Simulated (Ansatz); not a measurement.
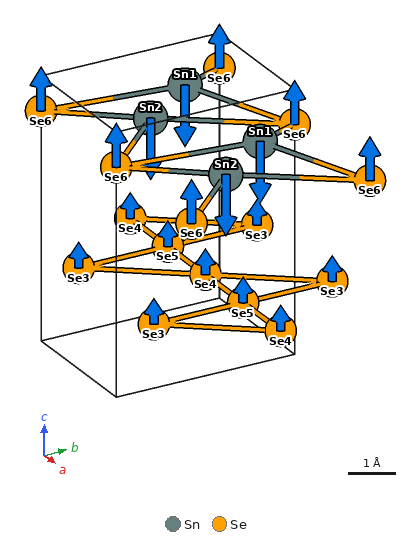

A relaxation of a crystal of SnSe2 (a generated structure, set up in P6mm). The starting structure is drawn; blue arrows show the displacements (the part carried along by the change of the cell is left out), magnified 20 times.

The picture is a ball-and-stick view of the cell of the calculation, repeated 2 × 1 × 1 with one cell outlined, seen slightly off an axis.

All numbers below come from DFT PBE, scalar-relativistic, plane waves, PAW in Ansatz. Set-up: plane-wave cutoff 420 eV; k-point mesh 12 × 12 × 6; occupations gaussian; smearing width 0.1 eV; no spin polarisation; cell and atoms relaxed; force threshold 0.01 eV/Å; at most 80 steps.

What did the optimiser do to the structure, and how much energy did it gain?

After 7 accepted moves (8 points after the start) the energy has fallen by 1.0 meV per atom. The largest force component goes from 0.02 to 0.0025 eV/Å. Pressure: −0.30 GPa at the start and 0.02 GPa at the end. The SCF was repeated once at an unchanged geometry on a basis and grid sized afresh for the cell, which shifted the energy by less than 0.05 meV per atom at most. The largest moves relative to the cell, 0.069 Å, are those of Sn1 and Sn2. Sn1 goes along −c. By element the largest moves are Sn 0.069 Å, Se 0.050 Å. Cell: a = b 5.586 → 5.544 Å (−0.7 %), c 5.834 → 5.832 Å (0.0 %). Volume −1.5 %. Some distances before and after: Sn1–Se3 3.100 → 3.178 Å, Sn1–Se6 3.244 → 3.209 Å, Se3–Se4 2.793 → 2.772 Å. Among the angles between lasting bonds that change: Sn1–Se3–Sn2 62.7° → 60.5°. The space group stays P6mm (No. 183). The run took 3.7 min on 1 thread of AMD EPYC 9R45 96-Core Processor (Zen 5), with other jobs on the host, peak memory 0.76 GiB.

Limits of the set-up: layers or molecules are held without a dispersion correction, so their spacing is unreliable.
